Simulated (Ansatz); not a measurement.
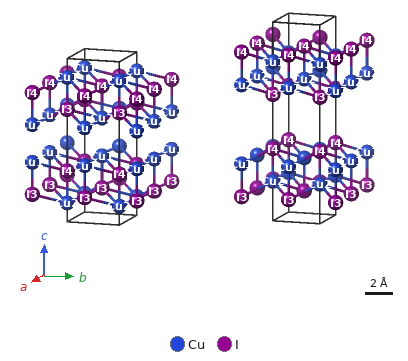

Two geometries of solid CuI (built on the HgF-139 type type), drawn at one scale. One is the start of a relaxation, the other its converged end. A ball-and-stick model of the conventional cell (2 times the calculation's cell), seen slightly off an axis. Lengths and directions refer to the drawn axes.

Computed with Ansatz, DFT, PBEsol, plane waves, PAW. Set-up: plane-wave cutoff 420 eV; k-point mesh 8 × 8 × 8; occupations fermi dirac; smearing width 0.03 eV; no spin polarisation; cell and atoms relaxed; force threshold 0.01 eV/Å; at most 120 steps.

> Which one is relaxed?

The right one is the relaxed one. The largest moves relative to the cell, 1.28 Å, are those of Cu1 and Cu2. Cu1 goes along −c. By element the largest moves are Cu 1.28 Å, I 0.80 Å. Cell: a = b 4.182 → 3.764 Å (−10.0 %), c 12.624 → 15.369 Å (+21.7 %). Volume −1.4 %. Near-neighbour distances that change, for instance: I3–I4 3.344 → 4.392 Å, Cu1–I4 3.096 → 2.828 Å, Cu1–I3 2.479 → 2.539 Å. Among the angles between lasting bonds that change: I3–Cu2–I4 72.8° → 109.8°, Cu1–I3–Cu2 107.2° → 70.2°, I3–Cu2–I3 145.5° → 140.5°. The space group stays I4/mmm (No. 139). After 18 accepted moves (21 points after the start) the energy has fallen by 621 meV per atom. The largest force component goes from 2.9 to 0.00028 eV/Å. The pressure goes from 0.16 to 0.00 GPa. The line search rejected the trial step at point 18 of the run. The SCF was repeated twice at an unchanged geometry on a basis and grid sized afresh for the cell, which shifted the energy by 2.7 meV per atom at most.

Limits of the set-up: layers or molecules are held without a dispersion correction, so their spacing is unreliable.
